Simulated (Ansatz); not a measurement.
# Cu: geometry relaxation (part 1 of 2)

System: Cu (slab, 3 atoms in the cell).
Method: DFT PBE, scalar-relativistic, plane waves, PAW, PAW set soft_1, no spin polarisation (Ansatz 0.2.0).

The structure derives from an entry of the Crystallography Open Database. The input holds or restrains some coordinates. Forces given for the steps count only the free coordinates. Figures and captions count atoms from 1; the log counts them from 0 in places.

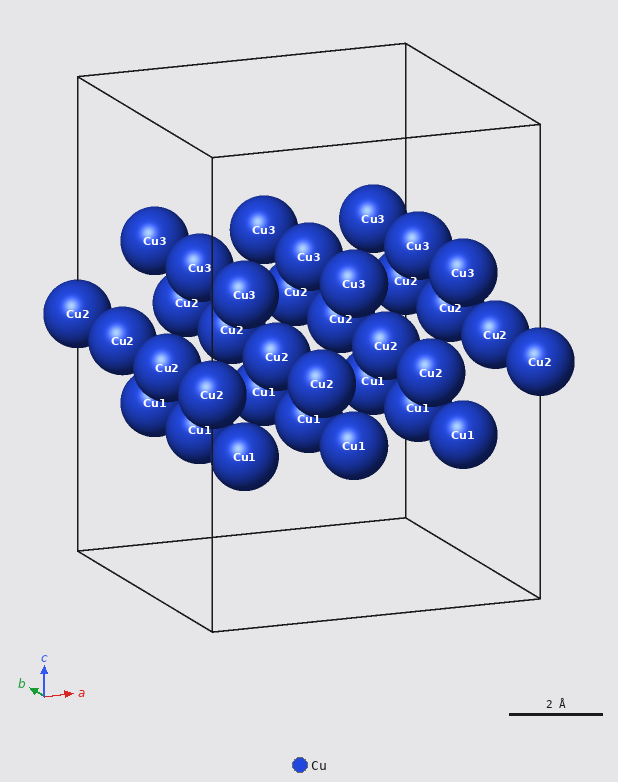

Figure 1. The structure as given in the input (spheres-only view of the 3 × 3 repeat of the cell, with the vacuum cut short, seen slightly off an axis; atoms are numbered from 1 in the order of the input). An atom can appear more than once, as a periodic image.

The input
```yaml
crystal:
  lattice:
    - [2.5659772347, 0.0, 0.0]
    - [0.0, 2.5659772347, 0.0]
    - [0.0, 0.0, 17.6288398061]
  atoms:
    - { symbol: Cu, position: [0.5, 0.5, 0.3970766129] }
    - { symbol: Cu, position: [0.0, 0.0, 0.5] }
    - { symbol: Cu, position: [0.5, 0.5, 0.6029233871] }
basis:
  ecutwfc: 420
kpoints:
  mp_grid: { grid: [11, 11, 1] }
hamiltonian:
  xc: pbe
  pseudopotentials: { kind: paw, azcp: { folder: soft_1 } }
scf:
  occupations: { method: gaussian, width: 0.1 }
output:
  forces: true
  eigenvalues: true
relax:
  adjacent_minimum: "off"
  f_tol: 0.03
  max_steps: 50
  constraints: [{ sites: [0] }]
efield:
  axis: 3
  dipole_correction: true
  ramp_width: 0.04
```

Hardware: 4 threads of Intel Xeon @ 2.50GHz (Skylake/Cascade Lake), 32 GiB of memory available, shared host.

Run as:
```bash
ansatz run input.yaml --threads 4 --pin off --max-ram 12288MiB --backend cpu --events-out ev --progress --plain --runs-dir out
```

The program's output
```
Engine: ansatz 0.2.0, x86_64-unknown-linux-gnu
Pseudopotentials: kind: paw
Pseudopotential: Cu, paw, valence charge 19, recommended cutoff 420 eV (normal), [file]
Functional definition: PBE
  parameter kappa = 0.804
  parameter beta = 0.06672455060314922
  exchange = pbe_x(kappa = kappa, mu = beta*pi^2/3)
  correlation = pbe_c(beta = beta)
Crystal: 3 atoms, lattice volume = 116.072 Å³
Basis set: ecut = 420 eV, 2295 PW (Γ), exchange–correlation on 36×36×240 points (8 copies of the dense FFT grid, shifted against one another)
Bands: 35, of which v1, the nominal top of the filled ones, is band 29 counted from 1 (28 counted from 0)
Symmetry: 8 space group operations
k-points: 21 of 121
Non-local potential: Cu, projectors of the file, l = 0: 3, l = 1: 2, l = 2: 3, l = 3: 1
PAW form: soft (Blöchl's): semilocal exchange-correlation on the pseudo side does not see the compensation charge
PAW one-centre angular grid: Cu, 590 points (default); XC on 64 Gauss nodes
Initial density: superposition of atomic densities (neutral atoms: chi_scale 0, normalization atom)
Initial wavefunctions: pseudopotential atomic-orbital guess
Functional: x = pbe(κ = 0.804, μ = 0.2195149727645171), c = pbe(β = 0.06672455060314922)
SCF iter   1: F=—  HF=-19876.500003 eV  |F-HF|=—  |Δ(HF+E_count)|=         —  Δρ=1.31e-1  dr2=1.23e1  ethr=3.10e-3  p=0.000 e·Å  D=3.62e-13 V/Å  ΔV_dip=-0.00 eV  dr2_dipole=7.19e-8  V_vac-E_F(+/−)=4.43/4.43 eV  ⟨swp⟩=7.0  Hψ=3230  notcnv=0
efield: sawtooth ramp at fractional position 0.9800 (placed from the atoms, in the widest stretch of the axis that holds none; the zero of the levels goes with the place), width 0.0400; the density the first Hamiltonian is built on has a dipole p = 0.000 e·Å; the dipole correction subtracts the counter field D = 3.62e-13 V/Å, which shifts the + side's vacuum level by -0.00 eV against the − side's; the planar-averaged density in the ramp window peaks in size at 7.3e-5 e/Å³
preconditioner: auto → LDOS  [metal: Δε(μ)=0.017 eV  Ē_g=7.301 eV  σ=0.100 eV  W_gap=0.09  n_scr=12 (ndim 8)  ℏωp=19.8 eV  f_vac=0.620  D(μ)=2.48/eV (n_scr^D=10)  β→1.0]
SCF iter   2: F=—  HF=-19884.435028 eV  |F-HF|=—  |Δ(HF+E_count)|=    7.94e0  Δρ=2.23e-1  dr2=3.38e1  ethr=3.10e-3  p=-0.000 e·Å  D=-7.31e-5 V/Å  ΔV_dip=0.00 eV  dr2_dipole=1.19e-6  V_vac-E_F(+/−)=3.08/3.08 eV  ⟨swp⟩=4.0  Hψ=2232  notcnv=0  defer=29  recentre
SCF iter   3: F=—  HF=-19874.496923 eV  |F-HF|=—  |Δ(HF+E_count)|=    9.94e0  Δρ=3.37e-2  dr2=9.46e-1  ethr=3.10e-3  p=-0.000 e·Å  D=-4.52e-5 V/Å  ΔV_dip=0.00 eV  dr2_dipole=4.83e-7  V_vac-E_F(+/−)=5.04/5.04 eV  ⟨swp⟩=3.9  Hψ=2030  notcnv=0  defer=40
SCF iter   4: F=—  HF=-19874.342542 eV  |F-HF|=—  |Δ(HF+E_count)|=   1.54e-1  Δρ=1.48e-2  dr2=1.61e-1  ethr=1.66e-3  p=-0.000 e·Å  D=-2.06e-5 V/Å  ΔV_dip=0.00 eV  dr2_dipole=8.91e-9  V_vac-E_F(+/−)=4.67/4.67 eV  ⟨swp⟩=2.0  Hψ=1323  notcnv=0  defer=34
SCF iter   5: F=—  HF=-19874.313159 eV  |F-HF|=—  |Δ(HF+E_count)|=   2.94e-2  Δρ=3.79e-3  dr2=1.36e-2  ethr=2.82e-4  p=-0.000 e·Å  D=-1.41e-5 V/Å  ΔV_dip=0.00 eV  dr2_dipole=4.36e-8  V_vac-E_F(+/−)=4.80/4.80 eV  ⟨swp⟩=2.0  Hψ=1263  notcnv=0  defer=36
SCF iter   6: F=—  HF=-19874.319087 eV  |F-HF|=—  |Δ(HF+E_count)|=   5.93e-3  Δρ=1.04e-3  dr2=1.12e-3  ethr=2.39e-5  p=-0.000 e·Å  D=-1.84e-5 V/Å  ΔV_dip=0.00 eV  dr2_dipole=6.93e-11  V_vac-E_F(+/−)=4.67/4.67 eV  ⟨swp⟩=2.0  Hψ=1141  notcnv=0  defer=36
SCF iter   7: F=—  HF=-19874.319590 eV  |F-HF|=—  |Δ(HF+E_count)|=   5.02e-4  Δρ=2.98e-4  dr2=8.75e-5  ethr=1.96e-6  p=0.000 e·Å  D=1.30e-5 V/Å  ΔV_dip=-0.00 eV  dr2_dipole=1.86e-9  V_vac-E_F(+/−)=4.62/4.62 eV  ⟨swp⟩=2.1  Hψ=1003  notcnv=0  defer=36
SCF iter   8: F=—  HF=-19874.319632 eV  |F-HF|=—  |Δ(HF+E_count)|=   4.23e-5  Δρ=1.27e-4  dr2=1.19e-5  ethr=3.95e-8  p=-0.000 e·Å  D=-4.33e-5 V/Å  ΔV_dip=0.00 eV  dr2_dipole=1.01e-8  V_vac-E_F(+/−)=4.61/4.61 eV  ⟨swp⟩=12.1  Hψ=3713  notcnv=0
SCF iter   9: F=—  HF=-19874.319635 eV  |F-HF|=—  |Δ(HF+E_count)|=   3.35e-6  Δρ=1.24e-4  dr2=1.05e-5  ethr=2.09e-8  p=0.000 e·Å  D=4.34e-5 V/Å  ΔV_dip=-0.00 eV  dr2_dipole=1.37e-8  V_vac-E_F(+/−)=4.61/4.61 eV  ⟨swp⟩=7.1  Hψ=2918  notcnv=0
SCF iter  10: F=-19874.319634 eV  HF=-19874.319636 eV  |F-HF|=1.70e-6  |Δ(HF+E_count)|=   2.50e-7  Δρ=5.88e-5  dr2=2.41e-6  ethr=1.85e-8  p=0.000 e·Å  D=1.61e-5 V/Å  ΔV_dip=-0.00 eV  dr2_dipole=1.41e-9  V_vac-E_F(+/−)=4.61/4.61 eV  ⟨swp⟩=6.8  Hψ=2597  notcnv=0
WARN: efield: at this solve's end the planar-averaged density reaches 7.21e-5 e/Å³ inside the ramp window [0.9233, 0.0767] (bound 1e-5 e/Å³), and -7.18e-5 e/Å³ on another of its planes; by the running means of the window's planes the mean density over a ramp is at most 1.58e-5 e/Å³, which is held to the bound (the quickstart, § The vacuum guard, A window that rings); the window's nearer edge stands 5.65 Å from this solve's nearest atom along the axis. Its work functions, free energy, forces, stress, dipole, levels and responses can be off, and this figure does not tell by how much. A short vacuum, a low `basis.ecutwfc` or `basis.ecutrho_ratio` and negative occupations (`scf.occupations.method`) can put density there. See the manual's quickstart, § The vacuum guard
SCF 1 converged in 10 iterations: F = -19874.319634 eV  dr2 = 2.41e-6
  greatest PAW one-centre occupation: 1.000 electrons in one spin orbital (limit 2), on the Cu atom at site 2 (counted from 0), in its partial waves of l = 0
relax step   1: F+E_penalty+E_count = -19874.31963384 eV  Δ(F+E_penalty+E_count) = +0.000e0 eV  max|allowed force component| = 2.129e-1 eV/Å  Δτ_max = 0.0000 Å  (10 SCF iters, dr2 threshold 2.25e-5 eV, accepted)
Initial density: handed on by an earlier stage of this run
Initial wavefunctions: those handed on with the density
iter 1 solved again at ethr=1.75e-5 eV; its pass at ethr=3.10e-3 eV (dr2=9.97e-3 eV) is discarded
SCF iter   1: F=—  HF=-19874.329827 eV  |F-HF|=—  |Δ(HF+E_count)|=         —  Δρ=3.90e-3  dr2=9.62e-3  ethr=1.75e-5  p=0.000 e·Å  D=1.61e-5 V/Å  ΔV_dip=-0.00 eV  dr2_dipole=1.61e-4  V_vac-E_F(+/−)=4.59/4.59 eV  ⟨swp⟩=2.0  Hψ=2706  notcnv=0  defer=36
efield: sawtooth ramp at fractional position 0.9800 (handed on by an earlier solve), width 0.0400; the density the first Hamiltonian is built on has a dipole p = 0.000 e·Å; the dipole correction subtracts the counter field D = 1.61e-5 V/Å, which shifts the + side's vacuum level by -0.00 eV against the − side's; the planar-averaged density in the ramp window peaks in size at 7.4e-5 e/Å³
preconditioner: auto → LDOS  [insulator: Δε(μ)=0.097 eV  Ē_g=8.039 eV  σ=0.100 eV  W_gap=0.50  n_scr=12 (ndim 8)  ℏωp=19.8 eV  f_vac=0.623  D(μ)=0.97/eV (n_scr^D=6)  ε∞_Penn≈7.1  β→1.0]
SCF iter   2: F=—  HF=-19874.332121 eV  |F-HF|=—  |Δ(HF+E_count)|=   2.29e-3  Δρ=6.18e-3  dr2=2.60e-2  ethr=1.69e-5  p=-0.002 e·Å  D=-3.09e-3 V/Å  ΔV_dip=0.05 eV  dr2_dipole=3.28e-4  V_vac-E_F(+/−)=4.64/4.59 eV  ⟨swp⟩=2.0  Hψ=1366  notcnv=0  defer=36  recentre
SCF iter   3: F=—  HF=-19874.327978 eV  |F-HF|=—  |Δ(HF+E_count)|=   4.14e-3  Δρ=2.78e-3  dr2=5.70e-3  ethr=1.69e-5  p=0.000 e·Å  D=1.28e-4 V/Å  ΔV_dip=-0.00 eV  dr2_dipole=1.74e-4  V_vac-E_F(+/−)=4.58/4.59 eV  ⟨swp⟩=2.0  Hψ=1321  notcnv=0  defer=36
SCF iter   4: F=—  HF=-19874.326940 eV  |F-HF|=—  |Δ(HF+E_count)|=   1.04e-3  Δρ=1.88e-4  dr2=7.06e-5  ethr=1.00e-5  p=-0.000 e·Å  D=-2.32e-4 V/Å  ΔV_dip=0.00 eV  dr2_dipole=2.23e-5  V_vac-E_F(+/−)=4.59/4.59 eV  ⟨swp⟩=2.1  Hψ=1016  notcnv=0  defer=36
SCF iter   5: F=—  HF=-19874.326997 eV  |F-HF|=—  |Δ(HF+E_count)|=   5.69e-5  Δρ=2.61e-4  dr2=4.78e-5  ethr=1.24e-7  p=-0.000 e·Å  D=-4.62e-5 V/Å  ΔV_dip=0.00 eV  dr2_dipole=7.31e-10  V_vac-E_F(+/−)=4.59/4.59 eV  ⟨swp⟩=2.9  Hψ=1471  notcnv=0  defer=36
iter 6 did not close the SCF: its close was put off until two iterations running show no level that it waits for move by more than its bar (scf_convergence_deferred on its scf_iter line)
SCF iter   6: F=-19874.326992 eV  HF=-19874.326988 eV  |F-HF|=4.47e-6  |Δ(HF+E_count)|=   9.59e-6  Δρ=3.66e-5  dr2=9.16e-7  ethr=4.97e-9  p=0.000 e·Å  D=2.42e-5 V/Å  ΔV_dip=-0.00 eV  dr2_dipole=4.39e-12  V_vac-E_F(+/−)=4.59/4.59 eV  ⟨swp⟩=10.0  Hψ=3752  notcnv=0
SCF iter   7: F=-19874.326991 eV  HF=-19874.326992 eV  |F-HF|=6.61e-7  |Δ(HF+E_count)|=   4.26e-6  Δρ=4.35e-5  dr2=1.42e-6  ethr=1.61e-9  p=0.000 e·Å  D=4.16e-6 V/Å  ΔV_dip=-0.00 eV  dr2_dipole=2.17e-8  V_vac-E_F(+/−)=4.59/4.59 eV  ⟨swp⟩=6.2  Hψ=3209  notcnv=0
WARN: efield: at this solve's end the planar-averaged density reaches 7.31e-5 e/Å³ inside the ramp window [0.9233, 0.0767] (bound 1e-5 e/Å³), and -7.22e-5 e/Å³ on another of its planes; by the running means of the window's planes the mean density over a ramp is at most 1.60e-5 e/Å³, which is held to the bound (the quickstart, § The vacuum guard, A window that rings); the window's nearer edge stands 5.65 Å from this solve's nearest atom along the axis. Its work functions, free energy, forces, stress, dipole, levels and responses can be off, and this figure does not tell by how much. A short vacuum, a low `basis.ecutwfc` or `basis.ecutrho_ratio` and negative occupations (`scf.occupations.method`) can put density there. See the manual's quickstart, § The vacuum guard
SCF 2 converged in 7 iterations: F = -19874.326991 eV  dr2 = 1.42e-6
  greatest PAW one-centre occupation: 1.000 electrons in one spin orbital (limit 2), on the Cu atom at site 0 (counted from 0), in its partial waves of l = 0
relax step   2: F+E_penalty+E_count = -19874.32699122 eV  Δ(F+E_penalty+E_count) = -7.357e-3 eV  max|allowed force component| = 1.221e-1 eV/Å  Δτ_max = 0.0437 Å  (7 SCF iters, dr2 threshold 2.83e-6 eV, accepted)
```
